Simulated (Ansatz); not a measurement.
# Zn₁₇O₁₈ (cell with a defect): what the fields show

```
CELL_PARAMETERS angstrom
-4.91909 -2.84004 5.29323
4.91909 -2.84004 5.29323
0.00000 5.68007 5.29323
ATOMIC_POSITIONS crystal
Zn 0.61101 0.28153 0.60875
Zn 0.28182 0.94218 0.27740
Zn 0.94255 0.28136 0.27742
Zn 0.28174 0.61076 0.60874
Zn 0.61097 0.94221 0.94821
Zn 0.27720 0.27685 0.94351
Zn 0.94064 0.94032 0.60713
Zn 0.94232 0.61062 0.94821
Zn 0.55652 0.22628 0.22257
Zn 0.55594 0.88947 0.55593
Zn 0.22642 0.55599 0.22261
Zn 0.88985 0.88937 0.22205
Zn 0.22145 0.22114 0.55538
Zn 0.55628 0.55619 0.89250
Zn 0.22140 0.88853 0.88764
Zn 0.88967 0.55561 0.55594
Zn 0.88890 0.22098 0.88770
O 0.75606 0.75575 0.42223
O 0.73734 0.40380 0.73754
O 0.40415 0.07107 0.40359
O 0.07136 0.40380 0.40365
O 0.40412 0.73707 0.73741
O 0.73734 0.07102 0.07044
O 0.40338 0.40304 0.06953
O 0.06911 0.06879 0.73538
O 0.07134 0.73693 0.07027
O 0.68923 0.32284 0.35549
O 0.67973 0.01930 0.68601
O 0.32322 0.68879 0.35533
O 0.01960 0.01919 0.34619
O 0.34816 0.34789 0.68216
O 0.68910 0.68888 0.98926
O 0.34811 0.01540 0.01450
O 0.01965 0.67941 0.68599
O 0.01578 0.34778 0.01450
```

Spin-polarised.

Computed with DFT PBE, scalar-relativistic, plane waves, PAW (Ansatz).

Core electrons are frozen (PAW), and the valence fields are smoothed inside the atomic spheres.

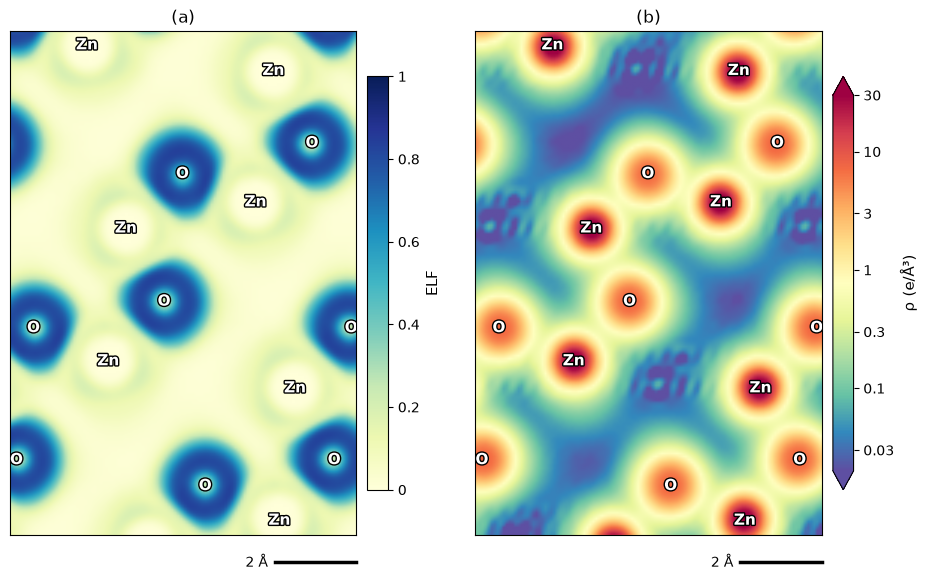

Figure 1. (a) ELF; (b) valence charge density (pseudo) on the (101̄) plane of the calculation cell.

What do the fields say about this system?

Answer. The plane passes through Zn and O nuclei. Zn–O (1.92 Å): the density is about 0.67 e/Å³ at the midpoint; the ELF peaks at about 0.85 in the valence shell of O, 0.6 Å from its nucleus, and is about 0.30 at the midpoint; no localised pair shows between them. Zn–O (2.00 Å): ρ is about 0.57 e/Å³ halfway; the ELF peaks at about 0.85 in the valence shell of O, 0.6 Å from its nucleus, and is about 0.25 at the midpoint (no localised pair shows between them). The density dies away to nearly zero in the voids.

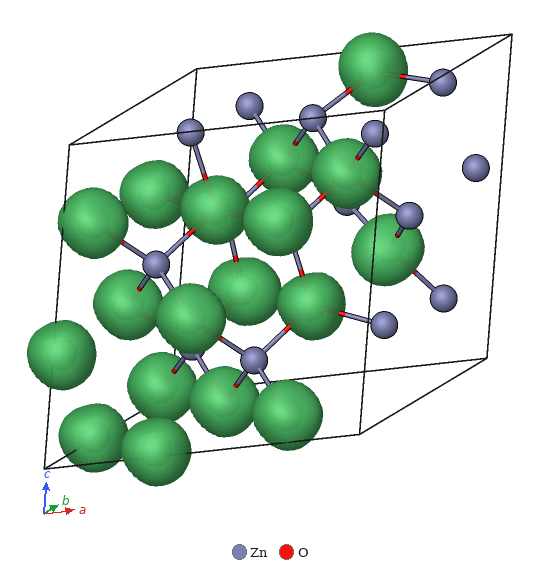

Figure 2. Isosurface of the ELF at 0.7 (green), seen slightly off an axis. Only the valence region is drawn (cores and ρ < 0.01 e/Å³ removed). Sticks mark near contacts.

Where are the electrons localised?

Answer. The ELF exceeds this value in 18 regions wrapped around O (the valence shell of each), counted in one cell of 35 atoms. Regions shared between cells count once. Profiles from the grid: Zn–O (1.99 Å): the ELF peaks at about 0.85 in the valence shell of O, 0.6 Å from its nucleus, and is about 0.25 at the midpoint; no localised pair shows between them.
